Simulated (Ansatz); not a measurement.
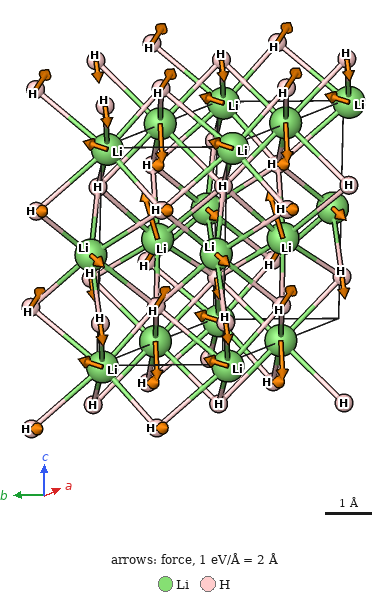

Starting geometry of solid LiH (built on the NiAs type) with the computed forces as orange arrows. A ball-and-stick model of the cell of the calculation, seen from a free direction.

Case: shaken.

Theory: DFT, PBEsol, plane waves, PAW (Ansatz).

Input file:
```yaml
crystal:
  lattice:
    - [5.4909115349, 0.0249553273, -0.0482418274]
    - [-1.3619219101, 2.3911642005, -0.0296334904]
    - [-0.0424616461, -0.0847511211, 4.9163773528]
  atoms:
    - { symbol: Li, position: [0.0005853037, -0.0442046334, -0.0074291754] }
    - { symbol: Li, position: [0.0192014078, 0.085715459, 0.5034888754] }
    - { symbol: H, position: [0.1466176305, 0.6721384459, 0.2390127163] }
    - { symbol: H, position: [0.3397860067, 0.3352082121, 0.748848642] }
    - { symbol: Li, position: [0.5183919016, 0.0146109112, 0.0006793151] }
    - { symbol: Li, position: [0.5060332025, 0.003363956, 0.4721590628] }
    - { symbol: H, position: [0.6752311823, 0.6820193413, 0.2595940689] }
    - { symbol: H, position: [0.8526013755, 0.3753441972, 0.7413243402] }
kpoints:
  mp_grid: { grid: [8, 8, 4] }
hamiltonian:
  xc: pbesol
scf:
  occupations: { method: fermi_dirac, width: 0.05 }
relax:
  f_tol: 0.01
  cell: {}
  max_steps: 120
```

Launched with:
```bash
ansatz run input.yaml --threads 2 --pin off --max-ram 2211MiB --backend cpu --events-out ev --progress --plain --runs-dir out
```

Question: What follows when this structure is relaxed?

Answer: It isn't relaxed: the largest force vector, on Li6, is 0.59 eV/Å. The final displacements follow the starting forces only in part (cosine between the two patterns 0.82). After 4 accepted moves (6 points after the start) the energy has fallen by 17.8 meV per atom. The largest force component goes from 0.56 to 0.00028 eV/Å. The pressure goes from 0.12 to 0.00 GPa. The SCF was repeated twice at an unchanged geometry on a basis and grid sized afresh for the cell, which shifted the energy by less than 0.05 meV per atom at most. The largest move relative to the cell is that of Li2, 0.18 Å in a general direction near −b. By element the largest moves are Li 0.18 Å, H 0.14 Å. Cell: a 5.491 → 5.520 Å (+0.5 %), b 2.752 → 2.760 Å (+0.3 %), c 4.917 → 4.860 Å (−1.2 %), α 91.2° → 90.0°, β 91.0° → 90.0°, γ 119.4° → 120.0°. Volume −0.9 %. Near-neighbour distances that change, for instance: Li1–H3 1.828 → 2.003 Å, Li5–Li6 2.598 → 2.430 Å, H3–Li5 2.161 → 2.004 Å, H4–Li6 2.137 → 2.005 Å. Among the angles between lasting bonds that change: H4–Li2–H7 169.2° → 180.0°, H3–Li2–H4 103.2° → 93.0°, Li2–H7–Li6 94.8° → 87.1°. The space group (tolerance 0.01 Å) goes from P1 (No. 1) to P6_3/mmc (No. 194). Cost: 68 s on 2 threads of Intel(R) Xeon(R) Processor @ 2.50GHz (Skylake/Cascade Lake), on a shared host, peak memory 0.47 GiB.
